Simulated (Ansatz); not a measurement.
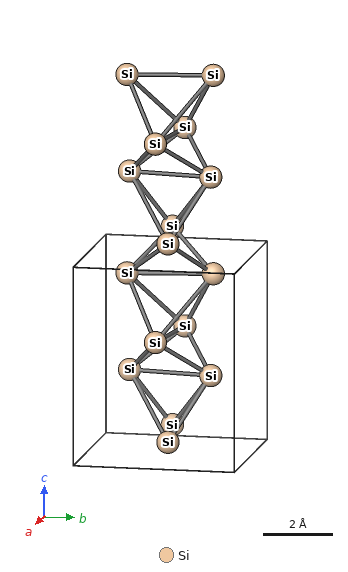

Crystalline Si (a generated structure, set up in P-4c2) (coarse preliminary run), before the relaxation. The picture is a ball-and-stick view of the cell of the calculation, repeated 1 × 1 × 2 with one cell outlined, seen slightly off an axis.

All numbers below come from Ansatz 0.2.0, DFT PBE, scalar-relativistic, plane waves, PAW.

Input
```yaml
crystal:
  lattice:
    - [4.77464987, 0.0, 0.0]
    - [0.0, 4.77464987, 0.0]
    - [0.0, 0.0, 5.8865038]
  atoms:
    - { symbol: Si, position: [0.461272, 0.75983202, 0.90354] }
    - { symbol: Si, position: [0.538728, 0.75983202, 0.40354] }
    - { symbol: Si, position: [0.75983202, 0.538728, 0.09646] }
    - { symbol: Si, position: [0.24016798, 0.461272, 0.09646] }
    - { symbol: Si, position: [0.75983202, 0.461272, 0.59646] }
    - { symbol: Si, position: [0.461272, 0.24016798, 0.40354] }
    - { symbol: Si, position: [0.24016798, 0.538728, 0.59646] }
    - { symbol: Si, position: [0.538728, 0.24016798, 0.90354] }
basis:
  ecutwfc: 420
kpoints:
  mp_grid: { grid: [4, 4, 4] }
hamiltonian:
  xc: pbe
scf:
  occupations: { method: gaussian, width: 0.1 }
  lower_state_search: "off"
output:
  forces: true
  stress: true
  eigenvalues: true
relax:
  adjacent_minimum: "off"
  f_tol: 0.04
  max_steps: 70
  cell: { stress_tol: 0.4 }
```

Command:
```bash
ansatz run input.yaml --threads 1 --pin off --max-ram 2560MiB --backend cpu --events-out ev --progress --plain --runs-dir out
```

Q: Predict the outcome.

A: The largest moves relative to the cell, 0.27 Å, are those of 8 atoms (Si1, Si2, Si3, Si4 and others). Si3 goes roughly along [0 −3 2]. The volume changes by +26.0 %, with a = b 4.775 → 5.059 Å (+6.0 %), c 5.887 → 6.604 Å (+12.2 %). Some distances before and after: Si1–Si3 2.106 → 2.512 Å, Si1–Si2 2.966 → 3.302 Å, Si1–Si5 2.708 → 2.513 Å, Si1–Si8 2.509 → 2.678 Å. Among the angles between lasting bonds that change: Si7–Si5–Si7 162.4° → 179.9°, Si6–Si5–Si7 138.4° → 122.3°, Si1–Si5–Si6 105.5° → 115.6°. The space group (tolerance 0.01 Å) goes from P-4c2 (No. 116) to P4_2/mmc (No. 131). The energy falls by 603 meV per atom in 6 accepted moves (7 points after the start). The largest force component goes from 4.5 to 0.0031 eV/Å. Pressure: 34.88 GPa at the start and 0.09 GPa at the end. The SCF was repeated once at an unchanged geometry on a basis and grid sized afresh for the cell, which shifted the energy by 2.4 meV per atom at most.

Step by step:

| step | E − E(0), meV/atom | largest force component, eV/Å | pressure, GPa | volume, Å³/atom | note |
| --- | --- | --- | --- | --- | --- |
| 0 | 0.00 | 4.4729 | 34.88 | 16.775 |  |
| 1 | -426.89 | 1.5984 | 14.01 | 18.617 |  |
| 2 | -551.43 | 0.5104 | 4.20 | 20.188 |  |
| 3 | -593.17 | 0.5447 | 1.51 | 20.922 |  |
| 4 | -594.80 | 0.0931 | 0.39 | 20.967 |  |
| 5 | -599.68 | 0.0626 | 0.19 | 21.065 |  |
| 6 | -600.18 | 0.0014 | -0.03 | 21.132 |  |
| 7 | -602.54 | 0.0031 | 0.09 | 21.132 | same geometry, new basis |

The structure at the end:

```
CELL_PARAMETERS angstrom
5.05942 0.00000 0.00000
0.00000 5.05942 0.00000
0.00000 0.00000 6.60430
ATOMIC_POSITIONS crystal
Si 0.49985 0.76462 0.87502
Si 0.50015 0.76462 0.37502
Si 0.76462 0.50015 0.12498
Si 0.23538 0.49985 0.12498
Si 0.76462 0.49985 0.62498
Si 0.49985 0.23538 0.37502
Si 0.23538 0.50015 0.62498
Si 0.50015 0.23538 0.87502
```

The end point in the same view:

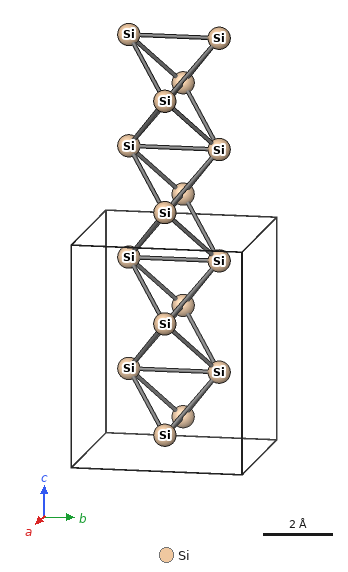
